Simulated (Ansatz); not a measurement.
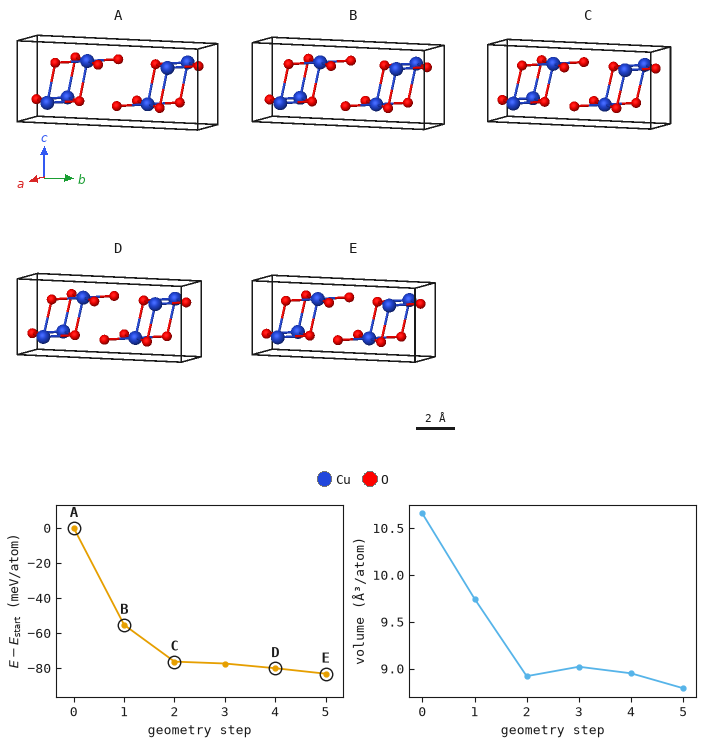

Frames of a relaxation of solid CuO2 (set up in Cmcm), marked on the history of the run. A ball-and-stick model of the conventional cell (2 times the calculation's cell), seen slightly off an axis. Lengths and directions refer to the drawn axes.

Case: relaxed functional: LDA.

Level of theory: DFT LDA, scalar-relativistic, plane waves, PAW (Ansatz). (plane-wave cutoff 420 eV; k-point mesh 14 × 14 × 8; occupations gaussian; smearing width 0.1 eV; collinear spin; cell and atoms relaxed; force threshold 0.01 eV/Å; at most 60 steps)

Describe the path.

Answer. The run was cut off at its time limit before the relaxation converged, so the last structure is only a point on the way. The largest moves relative to the cell, 0.23 Å, are those of O atoms. Largest moves by element: O 0.23 Å, Cu 0.09 Å. The drawn cell changes as follows: a 2.825 → 2.829 Å (+0.1 %), b 10.421 → 9.395 Å (−9.9 %), c 4.343 → 3.970 Å (−8.6 %); the volume changes by −17.5 %. Among the contacts that change: Cu–O 2.219 → 2.039 Å, Cu–O 1.858 → 1.873 Å. Among the angles between lasting bonds that change: O–Cu–O 156.3° → 153.5°, Cu–O–Cu 156.3° → 153.5°. The space group stays Cmcm (No. 63). After 5 geometry steps the energy has fallen by 83.1 meV per atom. The largest force component goes from 0.81 to 0.093 eV/Å. Pressure: −14.71 GPa at the start and 0.47 GPa at the end. The program noted that the starting moments weren't kept. The run took 27 min on 1 thread of Intel(R) Xeon(R) Processor @ 2.50GHz (Skylake/Cascade Lake) (shared host), peak memory 1.1 GiB. From step 0 to 1: O atoms move most (0.09 Å), volume −8.5 %, energy −55.3 meV per atom. From step 1 to 2: O atoms move most (0.11 Å), volume −8.5 %, energy −21.0 meV per atom. From step 2 to 4: volume +0.3 %, energy −3.8 meV per atom. From step 4 to 5: O atoms move most (0.03 Å), volume −1.8 %, energy −3.1 meV per atom.
